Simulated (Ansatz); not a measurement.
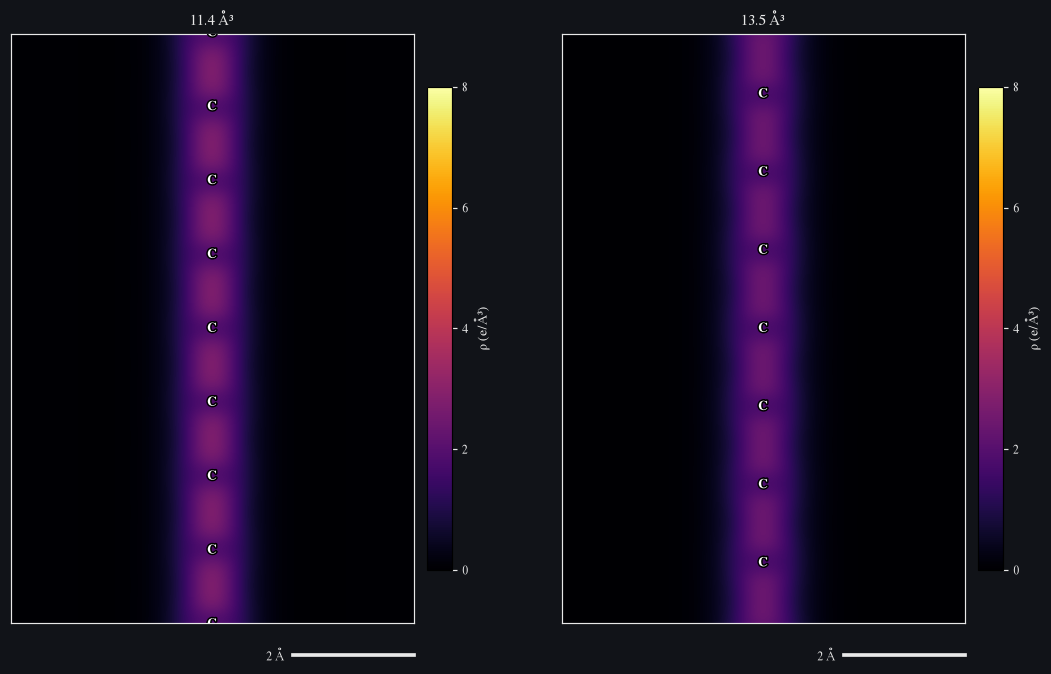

C. The valence charge density (pseudo) of cells scaled evenly to different volumes (given per atom above each panel), on the (010) plane of each (indices in the axes of the cell below), at one length scale and on one colour scale.

A generated structure, not necessarily the stable one.

Method: Ansatz, DFT, PBEsol, plane waves (420 eV) with PAW, scalar-relativistic.

The density is the valence pseudo-density of a PAW calculation; it isn't the true density close to the nuclei.

The largest cell:

```xyz
3
Lattice="5.9995 0.0000 0.0000 -2.9998 5.1957 0.0000 0.0000 0.0000 1.2996" Properties=species:S:1:pos:R:3 pbc="T T T"
C     0.0000    0.0000    0.0000
C     0.0000    3.4638    0.6498
C     2.9998    1.7319    0.6498
```

| volume (Å³/atom) | C–C contact in the plane (Å) | ρ at its midpoint (e/Å³) | pressure (GPa) | 
| --- | --- | --- | --- |
| 11.43 | 1.229 | 2.733 | 28.0 | 
| 11.95 | 1.248 | ? | ? | 
| 13.50 | 1.300 | 2.371 | −6.3 | 

**What values belong in the row with question marks?**

Over the known rows ln ρ falls by 2.00 per Å of C–C distance (the line through the two), which gives 2.631 e/Å³ at 1.248 Å; the calculation gives 2.633 e/Å³. For the pressure, a straight line in volume between the neighbouring rows gives 19.4 GPa; the calculation gives 17.1, lower because pressure rises ever faster on compression.
